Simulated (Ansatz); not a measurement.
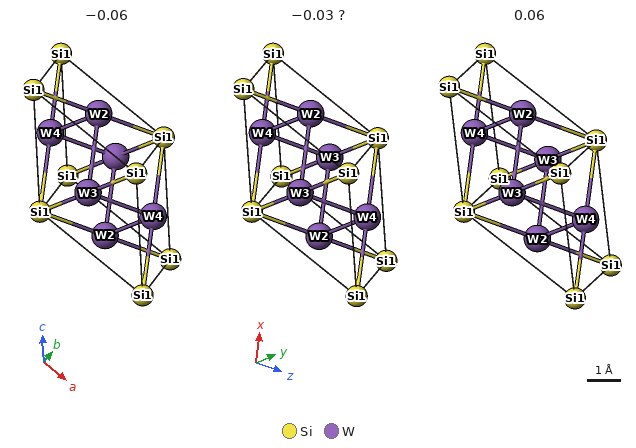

A crystal of SiW$_{3}$ (Im-3m): the cell is strained along z alone, with the atoms kept at their fractional coordinates. x, y and z are the Cartesian axes of the input. The picture is a ball-and-stick view of the cell of the calculation, seen slightly off an axis.

Theory: DFT r2SCAN, scalar-relativistic, plane waves, PAW (Ansatz). (plane-wave cutoff 500 eV; k-point mesh 14 × 14 × 14; occupations gaussian; smearing width 0.15 eV; no spin polarisation). Energies (free energies at the smearing named) are counted from the relaxed crystal.

```
strain  E − E(ref) (meV/atom)
−0.060                   99.9
−0.045                   53.1
−0.030                      ?
 0.000                    0.0
 0.015                    4.6
 0.030                   17.7
 0.045                   38.0
 0.060                   64.3
```

Fill in the missing row.

A straight line between the two neighbours gives 35.4 meV/atom. A cubic through the four nearest rows (−0.060, −0.045, 0.000, 0.015) gives, with Lagrange weights, (−0.3000)(99.9) + (1.0000)(53.1) + (0.5000)(0.0) + (−0.2000)(4.6) = 22.2 meV/atom. The calculation gives 22.3 meV/atom, so the cubic is 0.1 meV/atom too low and the straight line 13.1 meV/atom too high, as the curve bends upwards here.

The whole profile:

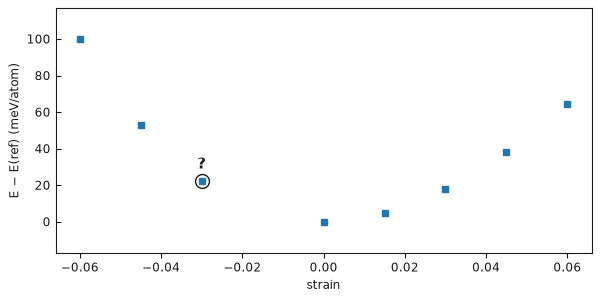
